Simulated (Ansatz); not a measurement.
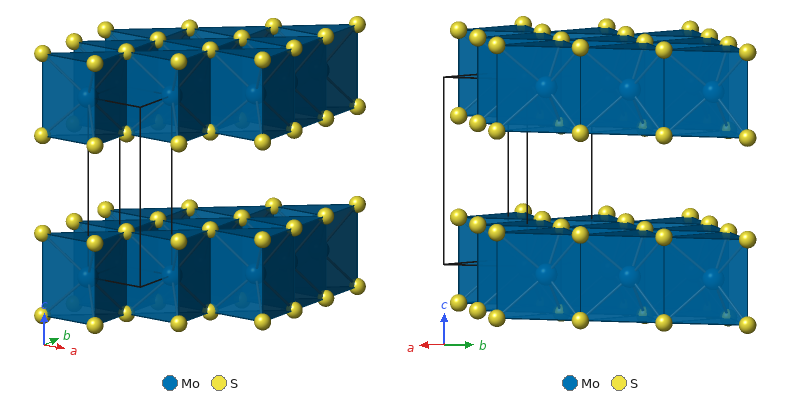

Polyhedra are drawn about Mo (bonds: Mo–S below 2.7 Å); other atoms are plain spheres. Two views of the same piece.

MoS₂ (space group P-6m2, No. 187): the input geometry of an electronic-structure calculation (not necessarily at equilibrium).

Question: What figure surrounds each Mo atom, and what does it share with the other drawn polyhedra?

Answer: Mo: MoS6 trigonal prism, sharing edges with six neighbours.

Question: What is the connectivity of the polyhedra: isolated, groups, chains, layers or framework?

Answer: They form layers of edge-sharing trigonal prisms parallel to (001).

Question: How far apart are the centres of linked polyhedra?

Answer: Centre to centre across a shared edge: 3.17 Å.
